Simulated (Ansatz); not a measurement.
```yaml
crystal:
  lattice:
    - [-5.01223, 2.89381, 3.29488]
    - [0.00000, -5.78762, 3.29488]
    - [5.01223, 2.89381, 3.29488]
  atoms:
    - { symbol: B, position: [0.24635, 0.73745, 0.99437] }
    - { symbol: B, position: [0.49311, 0.49075, 0.99436] }
    - { symbol: B, position: [0.75265, 0.24811, 0.00391] }
    - { symbol: B, position: [0.99328, 0.73656, 0.24565] }
    - { symbol: B, position: [0.00375, 0.99704, 0.00394] }
    - { symbol: B, position: [0.27689, 0.52100, 0.27768] }
    - { symbol: B, position: [0.49190, 0.23728, 0.24533] }
    - { symbol: B, position: [0.76359, 0.75965, 0.51538] }
    - { symbol: B, position: [0.75428, 0.99863, 0.25490] }
    - { symbol: B, position: [0.99311, 0.48978, 0.49233] }
    - { symbol: B, position: [0.24508, 0.23712, 0.49202] }
    - { symbol: B, position: [0.51588, 0.76028, 0.76436] }
    - { symbol: B, position: [0.51507, 0.00779, 0.51521] }
    - { symbol: B, position: [0.75493, 0.49981, 0.75513] }
    - { symbol: B, position: [0.00367, 0.24804, 0.75276] }
    - { symbol: B, position: [0.25524, 0.99909, 0.75495] }
    - { symbol: N, position: [0.58709, 0.07994, 0.33771] }
    - { symbol: N, position: [0.83589, 0.83173, 0.33799] }
    - { symbol: N, position: [0.06451, 0.56445, 0.32025] }
    - { symbol: N, position: [0.33783, 0.08020, 0.58755] }
    - { symbol: N, position: [0.31959, 0.30826, 0.31977] }
    - { symbol: N, position: [0.61870, 0.86312, 0.61870] }
    - { symbol: N, position: [0.83621, 0.58257, 0.58789] }
    - { symbol: N, position: [0.08681, 0.08080, 0.83658] }
    - { symbol: N, position: [0.07991, 0.32429, 0.57981] }
    - { symbol: N, position: [0.33880, 0.83268, 0.83707] }
    - { symbol: N, position: [0.58838, 0.58324, 0.83711] }
    - { symbol: N, position: [0.83622, 0.08060, 0.08676] }
    - { symbol: N, position: [0.83652, 0.33128, 0.83667] }
    - { symbol: N, position: [0.08027, 0.82440, 0.08047] }
    - { symbol: N, position: [0.32168, 0.56605, 0.06649] }
    - { symbol: N, position: [0.57997, 0.32460, 0.08043] }
    - { symbol: H, position: [0.39811, 0.64145, 0.40117] }
```

Theory: DFT PBE+D3(BJ), scalar-relativistic, plane waves, PAW in Ansatz 0.2.0.

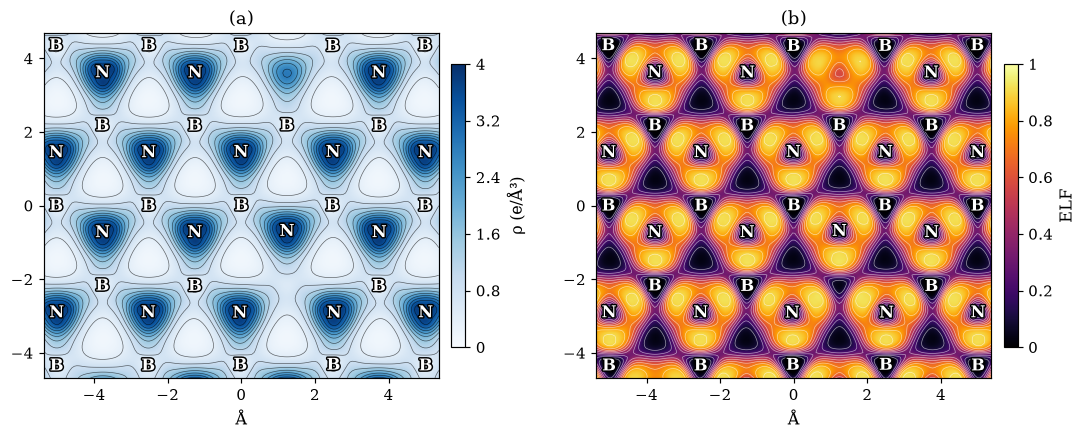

B$_{16}$HN$_{16}$ (cell charge −1, with a compensating background) (cell with a defect). (a) valence pseudo-density; (b) electron localisation function on the (111) plane of the calculation cell.

The density is the valence pseudo-density of a PAW calculation; it isn't the true density close to the nuclei.

> Read the bonding off the picture.

- Atoms in the plane: B and N.
- Atoms just off the plane (B, 0.3 Å away and N, 0.4 Å away) can leave unmarked features too.
- B–N (1.42 Å): the density is about 1.9 e/Å³ at the midpoint; the ELF peaks at about 0.90 between the atoms, as expected for a polar covalent bond.
- B–N (1.46 Å): the density is about 1.8 e/Å³ at the midpoint; the ELF peaks at about 0.90 between the atoms; a shared but strongly polarised pair.
- Between the atoms the lowest density in this plane is 0.13 e/Å³.

> Does the calculation give a band gap?

It is gapped, with a Kohn–Sham gap of 3.5 eV on the k-point mesh, an upper bound to the gap of this method.
